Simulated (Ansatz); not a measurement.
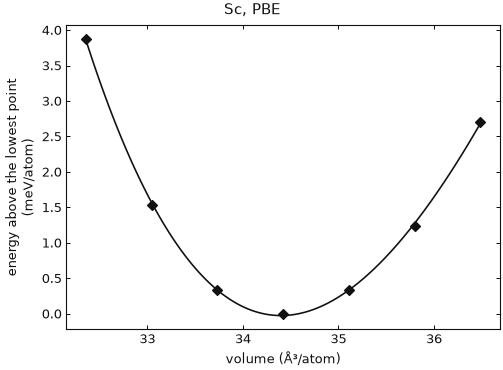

Plotted: energy above the lowest point against volume for Sc, space group Fd-3m (No. 227) (one of a set of cubic test structures, which need not be the stable phase).

How it was computed, with Ansatz 0.2.0 development build: equation of state of a cubic crystal from periodic Kohn-Sham density functional theory without spin, third-order Birch-Murnaghan fit to the free energies; pressure corrected for the finite basis. Level: PBE.

structure type diamond; atoms in cell 2; space group number 227; lattice centring face-centred primitive; k mesh 10×10×10; occupation method Fermi–Dirac; occupation width 0.06123 eV; wave cutoff 700 eV; datasets hard PAW; density tolerance 1e−09 eV; bands 15; density cutoff ratio 4; search for lower states default.

From this curve and the settings, what does the calculation give for the pressure at the same points?

The pressure falls from 0.69 GPa at volume 32.36 Å³/atom to −0.40 GPa at 36.49 Å³/atom, and changes sign near 34.38 Å³/atom.

```json
{"volume (Å³/atom)": "32.36", "pressure (GPa)": "0.69"}
{"volume (Å³/atom)": "33.04", "pressure (GPa)": "0.40"}
{"volume (Å³/atom)": "33.73", "pressure (GPa)": "0.17"}
{"volume (Å³/atom)": "34.42", "pressure (GPa)": "-0.01"}
{"volume (Å³/atom)": "35.11", "pressure (GPa)": "-0.15"}
{"volume (Å³/atom)": "35.80", "pressure (GPa)": "-0.28"}
{"volume (Å³/atom)": "36.49", "pressure (GPa)": "-0.40"}
```

Caveats: cubic model structure, not the ambient form; modest k-mesh, values are not fully converged in k; no spin polarisation, a magnetic state may lie lower.
